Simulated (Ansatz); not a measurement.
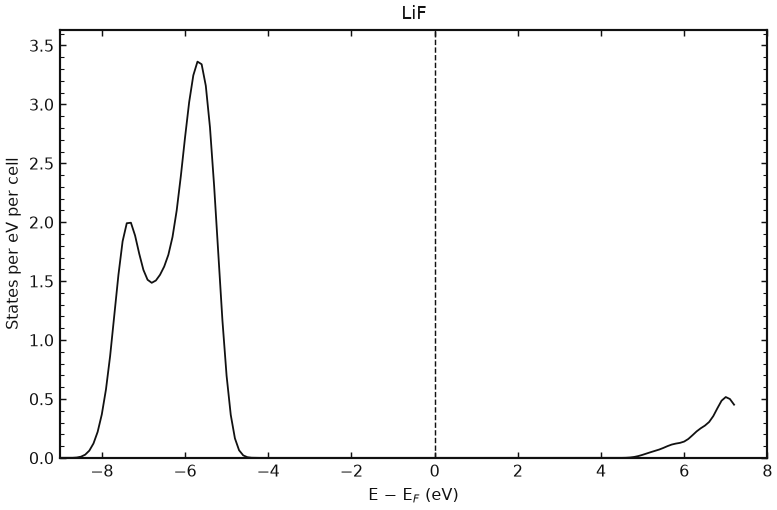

Describe the figure.

Density of states of rocksalt LiF, space group Fm-3m (No. 225), 2 atoms in the primitive cell (cubic a = 4.028 Å). Method: r2SCAN, Ansatz PAW, no spin polarisation, no spin-orbit coupling, 11×11×11 k mesh, 500 eV cutoff (Ansatz 0.2.0). Energies are counted from the Fermi level. The DOS curve is built from the levels of the k mesh with Gaussians 0.55 eV wide, which also blur the band edges; ripples of that width can come from the mesh.

There is a gap; over the k points computed it is 10.06 eV (direct to within 0.02 eV). Within the window shown, the tallest peak of the filled states lies 0.6 eV under the valence-band top, at about 3.4 states per eV and cell.

The PAW data sets were made with another functional. LDA, GGA and most meta-GGA functionals understate gaps.
